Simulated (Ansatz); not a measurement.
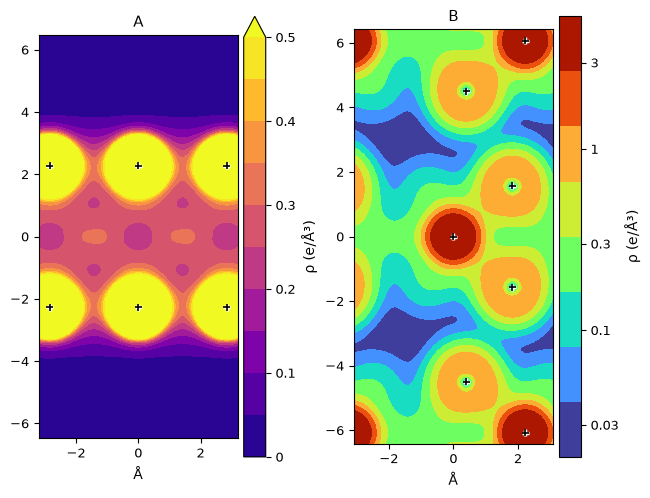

The valence pseudo-density of 2 systems, each on a plane through atoms (crosses mark nuclei in the plane).

Theory: Ansatz, DFT PBE+D3(BJ), scalar-relativistic, plane waves, PAW.

System 1: Ta (slab), the (010) plane of the calculation cell, a cut from vacuum to vacuum. 

System 2: WS$_{2}$, the (100) plane of the conventional cell. Space group Cmcm.

Question: Match each panel to its system.

Answer: Panel A is system 1, Ta: the plane holds Ta. Ta–Ta (2.84 Å): ρ is about 0.33 e/Å³ halfway. Panel B is system 2, WS$_{2}$: the plane holds W and S. W–S (2.41 Å): ρ at the midpoint is about 0.63 e/Å³.
